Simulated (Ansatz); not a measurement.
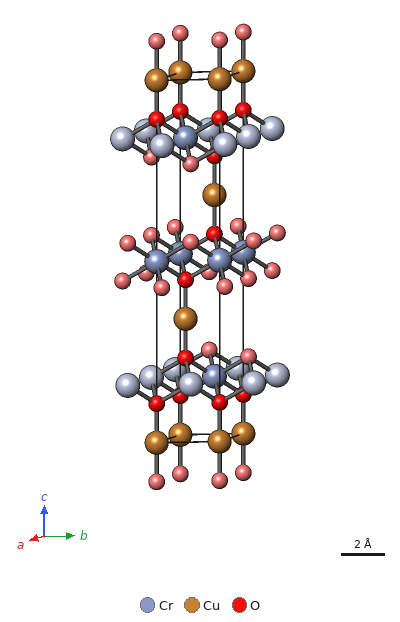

*The structure as given in the input (ball-and-stick view of the cell 3 times as large as that of the calculation, set on its symmetry axes, seen slightly off an axis; neighbours outside the cell are drawn fainter).*

Single-point calculation of CrCuO₂ (part 1 of 3)

The run: single-point calculation of CrCuO₂ (4 atoms in the cell). Method and program: DFT PBE, scalar-relativistic, plane waves, PAW, spin-polarised (Ansatz 0.2.0).

The structure derives from an entry of the Crystallography Open Database. It belongs to a series of runs on one base structure; here: random orbitals: harmonics, high filling.

### Log
```
Warning: crystal.symmetry: narrowed to the stabiliser of the occupation matrices — unitary ops 12 → 4; lowered by the specified shells (site 0, l: d), (site 1, l: d); largest admitted image defect 4.4e-16, smallest excluded 7.1e-1 — at a splitting's scale: the group the occupation matrices' own texture admits
basis.fft_grid_basis auto: the FFT boxes are laid along the combinations [[1, -1, 0], [0, 1, 0], [0, -1, 1]] of the cell's own vectors, 2.973, 5.953 and 2.973 Å long. The dense box has 20×40×20 points. Along the cell's own vectors, as sized, it would have 40×40×40, 4.00 times as many. Of the 12 symmetry operations that the crystal satisfies within crystal.symmetry.tolerance (time reversal apart; of a slab, those that keep its plane) the dense box along the cell's own vectors carries 12, and the one as laid loses 8 of those. basis.fft_grid_basis: typed keeps the cell's own vectors: state it where this run's energies or levels are differenced outside the engine with another run's, or held beside a run that keeps those vectors. Those combinations have planes normal to reciprocal vector 3, as the cell's own vectors have. Each planar average written beside output.write_density, output.write_potential has a row for each plane of the box: 20. The volumetric files lie along those combinations, not along the cell's own vectors: a cube or XSF file states them, and fields.json those of NumPy files.
Cr: projections on atomic orbitals take those of the free atom [Ne] 3s2 3p6 3d5 4s1, of charge +0.00 (hamiltonian.pseudopotentials.projection_atoms); the dataset's partial waves leave at most 7.0e-7 of an orbital's norm unspanned inside its sphere
Cu: projections on atomic orbitals take those of the free atom [Ne] 3s2 3p6 3d10 4s1, of charge +0.00 (hamiltonian.pseudopotentials.projection_atoms); the dataset's partial waves leave at most 2.0e-6 of an orbital's norm unspanned inside its sphere
O: projections on atomic orbitals take those of the free atom [He] 2s2 2p4, of charge +0.00 (hamiltonian.pseudopotentials.projection_atoms); the dataset's partial waves leave at most 1.9e-8 of an orbital's norm unspanned inside its sphere
Engine: ansatz 0.2.0, aarch64-unknown-linux-gnu
Pseudopotentials: kind: paw
Pseudopotential: Cr, paw, valence charge 14, recommended cutoff 420 eV (normal), Cr.paw.azcp
Pseudopotential: Cu, paw, valence charge 19, recommended cutoff 420 eV (normal), Cu.paw.azcp
Pseudopotential: O, paw, valence charge 6, recommended cutoff 420 eV (normal), O.paw.azcp
Functional definition: PBE
  parameter kappa = 0.804
  parameter beta = 0.06672455060314922
  exchange = pbe_x(kappa = kappa, mu = beta*pi^2/3)
  correlation = pbe_c(beta = beta)
Crystal: 4 atoms, lattice volume = 43.643 Å³
Basis set: ecut = 420 eV, 817 PW (Γ), FFT grids on a1−a2, a2, −a2+a3, exchange–correlation on 40×80×40 points (8 copies of the dense FFT grid, shifted against one another)
Bands: 30, of which v1, the nominal top of the filled ones, is band 23 counted from 1 (22 counted from 0)
Symmetry: 4 space group operations
k-points: 100 of 343
Non-local potential: Cr, projectors of the file, l = 0: 3, l = 1: 2, l = 2: 3, l = 3: 1
Non-local potential: Cu, projectors of the file, l = 0: 3, l = 1: 2, l = 2: 3, l = 3: 1
Non-local potential: O, projectors of the file, l = 0: 2, l = 1: 2, l = 2: 1
PAW form: soft (Blöchl's): semilocal exchange-correlation on the pseudo side does not see the compensation charge
PAW one-centre angular grid: Cr, 590 points (default); XC on 64 Gauss nodes
PAW one-centre angular grid: Cu, 590 points (default); XC on 64 Gauss nodes
PAW one-centre angular grid: O, 110 points (default); XC on 64 Gauss nodes
Initial density: superposition of atomic densities (chi_scale 0.1, normalization cell, long waves kept (reshape's long-wave potential 0.32 eV rms))
Starting moments: Σ|m| = 5 μB on 2 of 4 sites
Initial wavefunctions: pseudopotential atomic-orbital guess
Functional: x = pbe(κ = 0.804, μ = 0.2195149727645171), c = pbe(β = 0.06672455060314922)
```
